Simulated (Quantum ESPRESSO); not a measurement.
# two Co on Zn sites of ZnO, 3.21 Å apart: parallel and opposed starts, part 2 of 2

Does two Co on Zn sites of ZnO, 3.21 Å apart prefer parallel or opposed moments?

Quantum ESPRESSO 7.5; PBE; plane waves with GBRV 1.5 PBE potentials, no spin-orbit coupling.

So far, absolute magnetization (μB): step 2 (run 1 (ferro ++)) 6.10.

**3. Run 2, typed as antiferro +−**

File pw.in:

```
&CONTROL
  calculation = 'scf'
  prefix = 'pwscf'
  outdir = './tmp'
  pseudo_dir = './pseudo'
  disk_io = 'nowf'
/
&SYSTEM
  ibrav = 0
  celldm(1) = 8
  nat = 16
  ntyp = 4
  ecutwfc = 40
  ecutrho = 280
  nbnd = 124
  occupations = 'smearing'
  smearing = 'fd'
  degauss = 0.00367493
  nspin = 2
  starting_magnetization(1) = 0.1588
  starting_magnetization(2) = -0.1588
  starting_magnetization(3) = 0
  starting_magnetization(4) = 0
/
&ELECTRONS
  conv_thr = 3.2d-08
  electron_maxstep = 150
  mixing_beta = 0.3
/
ATOMIC_SPECIES
Co1    58.9332 co_pbe_v1.2.uspp.F.UPF
Co2    58.9332 co_pbe_v1.2.uspp.F.UPF
O      15.9990 o_pbe_v1.2.uspp.F.UPF
Zn     65.3800 zn_pbe_v1.uspp.F.UPF
CELL_PARAMETERS alat
   1.5354024762584    0.0000000000000    0.0000000000000
  -0.7677012381292    1.3296975200411    0.0000000000000
   0.0000000000000    0.0000000000000    1.2299754913658
ATOMIC_POSITIONS crystal
Co1     0.1666666700    0.3333333300    0.0000000000
Co2     0.3333333300    0.1666666700    0.5000000000
O       0.1666666700    0.3333333300    0.3820000000
O       0.3333333300    0.1666666700    0.8820000000
Zn      0.1666666700    0.8333333300    0.0000000000
Zn      0.3333333300    0.6666666700    0.5000000000
O       0.1666666700    0.8333333300    0.3820000000
O       0.3333333300    0.6666666700    0.8820000000
Zn      0.6666666700    0.3333333300    0.0000000000
Zn      0.8333333300    0.1666666700    0.5000000000
O       0.6666666700    0.3333333300    0.3820000000
O       0.8333333300    0.1666666700    0.8820000000
Zn      0.6666666700    0.8333333300    0.0000000000
Zn      0.8333333300    0.6666666700    0.5000000000
O       0.6666666700    0.8333333300    0.3820000000
O       0.8333333300    0.6666666700    0.8820000000
K_POINTS automatic
4 4 5 0 0 0
```

Started as:

```bash
$ OMP_NUM_THREADS=1 mpirun -n 4 pw.x -nk 4 -in pw.in > pw.out
```

The log of the run:

```text
[banner, memory and clock lines left out]
Program PWSCF v.7.5 starts

     Message from routine setup:
     using ibrav=0 with symmetry is DISCOURAGED, use correct ibrav instead

     bravais-lattice index     =            0
     lattice parameter (alat)  =       8.0000  a.u.
     unit-cell volume          =    1285.7055 (a.u.)^3
     number of atoms/cell      =           16
     number of atomic types    =            4
     number of electrons       =       202.00
     number of Kohn-Sham states=          124
     kinetic-energy cutoff     =      40.0000  Ry
     charge density cutoff     =     280.0000  Ry
     scf convergence threshold =      3.2E-08
     mixing beta               =       0.3000
     number of iterations used =            8  plain     mixing
     Exchange-correlation= SLA  PW   PBE  PBE
                           (   1   4   3   4   0   0   0)

     celldm(1)=   8.000000  celldm(2)=   0.000000  celldm(3)=   0.000000
     celldm(4)=   0.000000  celldm(5)=   0.000000  celldm(6)=   0.000000

     crystal axes: (cart. coord. in units of alat)
               a(1) = (   1.535402   0.000000   0.000000 )
               a(2) = (  -0.767701   1.329698   0.000000 )
               a(3) = (   0.000000   0.000000   1.229975 )

     reciprocal axes: (cart. coord. in units 2 pi/alat)
               b(1) = (  0.651295  0.376025 -0.000000 )
               b(2) = (  0.000000  0.752051  0.000000 )
               b(3) = (  0.000000 -0.000000  0.813024 )

     PseudoPot. # 1 for Co read from file:
     co_pbe_v1.2.uspp.F.UPF
     Pseudo is Ultrasoft + core correction, Zval = 17.0

     PseudoPot. # 2 for Co read from file:
     co_pbe_v1.2.uspp.F.UPF
     Pseudo is Ultrasoft + core correction, Zval = 17.0

     PseudoPot. # 3 for O  read from file:
     o_pbe_v1.2.uspp.F.UPF
     Pseudo is Ultrasoft + core correction, Zval =  6.0

     PseudoPot. # 4 for Zn read from file:
     zn_pbe_v1.uspp.F.UPF
     Pseudo is Ultrasoft, Zval = 20.0

     atomic species   valence    mass     pseudopotential
     Co1              17.00    58.93320     Co( 1.00)
     Co2              17.00    58.93320     Co( 1.00)
     O                 6.00    15.99900     O ( 1.00)
     Zn               20.00    65.38000     Zn( 1.00)

     Starting magnetic structure
     atomic species   magnetization
     Co1             0.159
     Co2            -0.159
     O               0.000
     Zn              0.000

      2 Sym. Ops. (no inversion) found ( 1 have fractional translation)

   Cartesian axes

     site n.     atom                  positions (alat units)
         1        Co1    tau(   1) = (   0.0000000   0.4432325   0.0000000  )
         2        Co2    tau(   2) = (   0.3838506   0.2216163   0.6149877  )
         3        O      tau(   3) = (   0.0000000   0.4432325   0.4698506  )
         4        O      tau(   4) = (   0.3838506   0.2216163   1.0848384  )
         5        Zn     tau(   5) = (  -0.3838506   1.1080813   0.0000000  )
         6        Zn     tau(   6) = (  -0.0000000   0.8864650   0.6149877  )
         7        O      tau(   7) = (  -0.3838506   1.1080813   0.4698506  )
         8        O      tau(   8) = (  -0.0000000   0.8864650   1.0848384  )
         9        Zn     tau(   9) = (   0.7677012   0.4432325   0.0000000  )
        10        Zn     tau(  10) = (   1.1515518   0.2216163   0.6149877  )
        11        O      tau(  11) = (   0.7677012   0.4432325   0.4698506  )
        12        O      tau(  12) = (   1.1515518   0.2216163   1.0848384  )
        13        Zn     tau(  13) = (   0.3838506   1.1080813   0.0000000  )
        14        Zn     tau(  14) = (   0.7677012   0.8864650   0.6149877  )
        15        O      tau(  15) = (   0.3838506   1.1080813   0.4698506  )
        16        O      tau(  16) = (   0.7677012   0.8864650   1.0848384  )

     number of k points=    27  Fermi-Dirac smearing, width (Ry)=  0.0037
                       cart. coord. in units 2pi/alat
        k(    1) = (   0.0000000   0.0000000   0.0000000), wk =   0.0125000
        k(    2) = (   0.0000000   0.0000000   0.1626049), wk =   0.0250000
        k(    3) = (   0.0000000   0.0000000   0.3252097), wk =   0.0250000
        k(    4) = (   0.0000000   0.1880127   0.0000000), wk =   0.0500000
        k(    5) = (   0.0000000   0.1880127   0.1626049), wk =   0.0500000
        [... 22 further k-points ...]

     Dense  grid:   101633 G-vectors     FFT dimensions: (  72,  72,  54)

     Smooth grid:    43977 G-vectors     FFT dimensions: (  50,  50,  40)

     Check: negative core charge=   -0.000014
     Generating pointlists ...
     new r_m :   0.1924 (alat units)  1.5391 (a.u.) for type    1
     new r_m :   0.1924 (alat units)  1.5391 (a.u.) for type    2
     new r_m :   0.1924 (alat units)  1.5391 (a.u.) for type    3
     new r_m :   0.1924 (alat units)  1.5391 (a.u.) for type    4

     Initial potential from superposition of free atoms

     starting charge     199.9991, renormalised to     202.0000
     Starting wfcs are  136 randomized atomic wfcs

     Self-consistent Calculation

     iteration #  1     ecut=    40.00 Ry     beta= 0.30
     Davidson diagonalization with overlap
     ethr =  1.00E-02,  avg # of iterations =  3.4

     total energy              =   -3610.10558396 Ry
     estimated scf accuracy    <      35.87094402 Ry

     total magnetization       =    -0.00 Bohr mag/cell
     absolute magnetization    =     0.94 Bohr mag/cell

     iteration #  2     ecut=    40.00 Ry     beta= 0.30
     Davidson diagonalization with overlap
     ethr =  1.00E-02,  avg # of iterations =  3.0

     total energy              =   -3617.21255703 Ry
     estimated scf accuracy    <     115.22583831 Ry

     total magnetization       =     0.00 Bohr mag/cell
     absolute magnetization    =     0.17 Bohr mag/cell

     [... further iterations left out ...]

     iteration # 17     ecut=    40.00 Ry     beta= 0.30
     Davidson diagonalization with overlap
     ethr =  2.29E-11,  avg # of iterations =  2.2

     total energy              =   -3624.92824416 Ry
     estimated scf accuracy    <       0.00000003 Ry

     total magnetization       =     0.00 Bohr mag/cell
     absolute magnetization    =     5.71 Bohr mag/cell

     iteration # 18     ecut=    40.00 Ry     beta= 0.30
     Davidson diagonalization with overlap
     ethr =  1.61E-11,  avg # of iterations =  2.0

     Magnetic moment per site  (integrated on atomic sphere of radius R)
     atom   1 (R=0.192)  charge= 14.2860  magn=  2.3177
     atom   2 (R=0.192)  charge= 14.2860  magn= -2.3177
     atom   3 (R=0.192)  charge=  5.4267  magn= -0.0097
     atom   4 (R=0.192)  charge=  5.4267  magn=  0.0097
     atom   5 (R=0.192)  charge= 17.4194  magn=  0.0023
     atom   6 (R=0.192)  charge= 17.4194  magn= -0.0023
     atom   7 (R=0.192)  charge=  5.4308  magn= -0.0794
     atom   8 (R=0.192)  charge=  5.4308  magn=  0.0794
     atom   9 (R=0.192)  charge= 17.4194  magn=  0.0023
     atom  10 (R=0.192)  charge= 17.4194  magn= -0.0023
     atom  11 (R=0.192)  charge=  5.4308  magn= -0.0794
     atom  12 (R=0.192)  charge=  5.4308  magn=  0.0794
     atom  13 (R=0.192)  charge= 17.4204  magn=  0.0065
     atom  14 (R=0.192)  charge= 17.4204  magn= -0.0065
     atom  15 (R=0.192)  charge=  5.4330  magn=  0.0017
     atom  16 (R=0.192)  charge=  5.4330  magn= -0.0017

     End of self-consistent calculation

     [... lines left out ...]
     the Fermi energy is    10.5735 ev

!    total energy              =   -3624.92824418 Ry
     estimated scf accuracy    <          7.8E-09 Ry
     smearing contrib. (-TS)   =      -0.00139685 Ry
     internal energy E=F+TS    =   -3624.92684733 Ry

     The total energy is F=E-TS. E is the sum of the following terms:
     one-electron contribution =   -2867.25462762 Ry
     hartree contribution      =    1520.49750463 Ry
     xc contribution           =    -377.72224568 Ry
     ewald contribution        =   -1900.44747866 Ry

     total magnetization       =    -0.00 Bohr mag/cell
     absolute magnetization    =     5.71 Bohr mag/cell

     convergence has been achieved in  18 iterations
```

Wall time 7 min (4 MPI ranks of Arm Neoverse V2, shared host); peak memory 1.5 GiB; 28 min of CPU time.

Spin moment in the atom's sphere by atom:

| atom | spin moment in the atom's sphere (μB) |
| --- | --- |
| Co1 | 2.32 |
| Co2 | -2.32 |
| O3 | -0.01 |
| O4 | 0.01 |
| Zn5 | 0.00 |
| Zn6 | 0.00 |
| O7 | -0.08 |
| O8 | 0.08 |
| Zn9 | 0.00 |
| Zn10 | 0.00 |
| O11 | -0.08 |
| O12 | 0.08 |
| Zn13 | 0.01 |
| Zn14 | -0.01 |
| O15 | 0.00 |
| O16 | 0.00 |

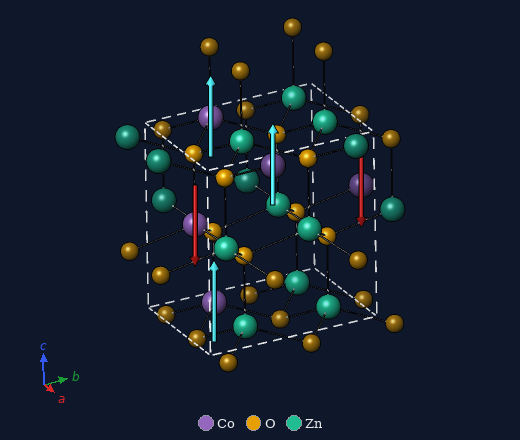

Spin moment in the atom's sphere as arrows, the longest 2.32 μB. Up and down stand for the sign. Arrows give size and sign along the axis of quantisation, drawn up and down the page. The two directions have two colours. Some periodic images of atoms are drawn too.

Read from the output:

```yaml
smearing_term_ts: 0.01901 eV
magnetization: 0 μB
absolute_magnetization: 5.714 μB
final_state: antiferromagnetic
```

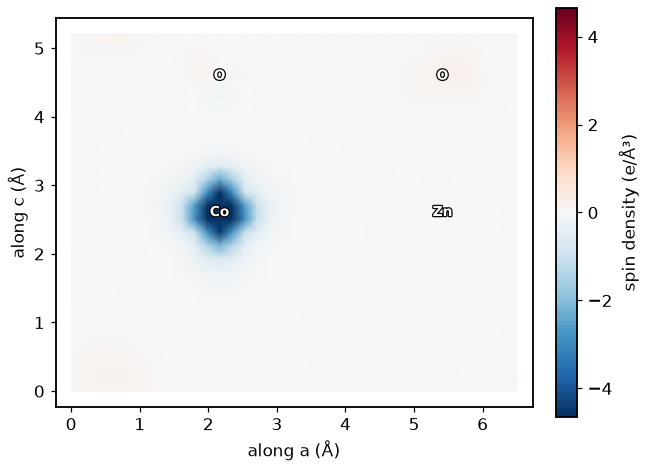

Spin density in the ac plane at fractional y = 0.167, with atoms of Co and O and Zn within 0.2 Å of it.

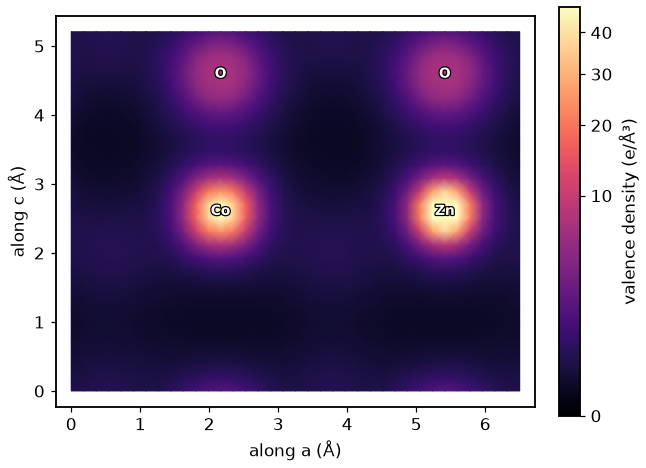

Valence density in the ac plane at fractional y = 0.167, with atoms of Co and O and Zn within 0.2 Å of it. It is the smooth field of the valence electrons, not physical close to the nuclei. The colour scale is stretched toward low values.

**4. Energies of the orders**

An order is kept where moments of 0.15 μB or more survive with the typed signs; meshes match where a doubled cell samples the same k points as the first cell.

Orders:

| start | final state | typed order kept | energy over the lowest (meV a seeded atom) | largest site moment (μB) | net moment (μB a cell of the first run) | mesh matched | CPU time (s) |
| --- | --- | --- | --- | --- | --- | --- | --- |
| ferro ++ | ferromagnetic | yes | 0 | 2.369 | 6.052 | yes | 1152 |
| antiferro +- | antiferromagnetic | yes | 11.27 | 2.318 | 0 | yes | 1675 |

**5. Summary of results**

* lowest state found: ferromagnetic (from ferro ++)
* largest site moment: 2.37 μB
* next state with moments: antiferromagnetic, 11.3 meV a seeded atom higher

**Reading.** This is the lowest of 2 collinear or spinless starts, no proof of the ground state. No Hubbard term acts here. In such compounds local and semilocal functionals without one often delocalise the d electrons, and can shrink or lose moments and miss the size, sign and order of the couplings. The cell was built by rule and the atoms were not relaxed, which can move these energies.

[Logs and program files are shortened in this print: banners, set-up blocks, solver, clock and traceback lines can be left out without a mark of their own.]

[Logs are printed without paths, hosts, clocks, repeated set-up lines and the standing remarks that a program may print on its own settings, such as how far it seeks lower states.]

[Hosts, paths, dates, database ids (printed as entryN), source tags and the programs' standing remarks are cut or masked in the printed files.]

[Where a cell is said to come from a database of computed structures, the database is the Materials Project.]
